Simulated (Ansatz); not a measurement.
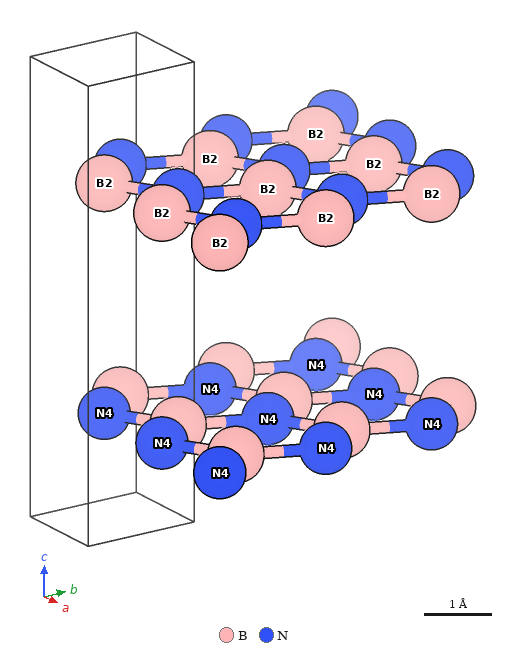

This is a crystal of BN (set up in P6_3/mmc). The picture is a ball-and-stick view of the cell of the calculation, repeated 3 × 3 × 1 with one cell outlined, seen slightly off an axis.

All numbers below come from Ansatz 0.2.0, DFT PBEsol, scalar-relativistic, plane waves, PAW. Set-up: plane-wave cutoff 420 eV; k-point mesh 12 × 12 × 4; occupations gaussian; smearing width 0.02 eV; no spin polarisation.

Change: The crystal is put under a hydrostatic pressure of 25 GPa. Cell and atoms are relaxed at that pressure.

Predict the response.

It costs 125 meV per atom. The pressure goes from 0.0 to 25.0 GPa. The gap on the k-mesh goes from 4.28 to 3.76 eV. The volume changes by −29.4 %, with a = b 2.504 → 2.468 Å (−1.4 %), c 7.073 → 5.140 Å (−27.3 %). The atoms keep their places relative to the cell (all moves are under 0.005 Å). Some distances before and after: B–N 1.446 → 1.425 Å. The space group stays P6_3/mmc (No. 194).

The changed structure in the same view:

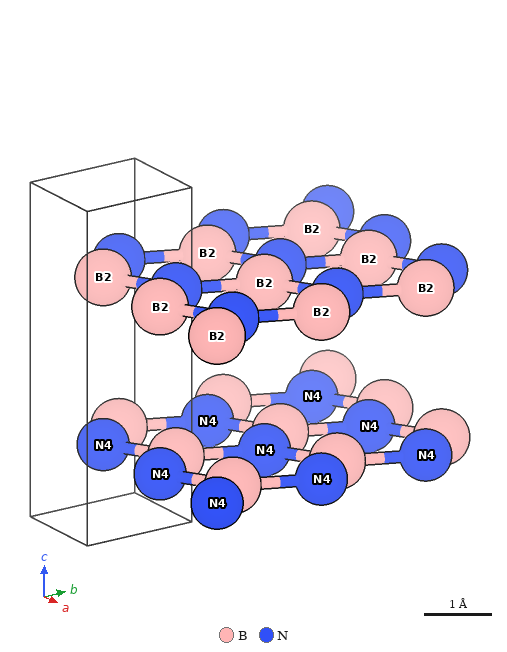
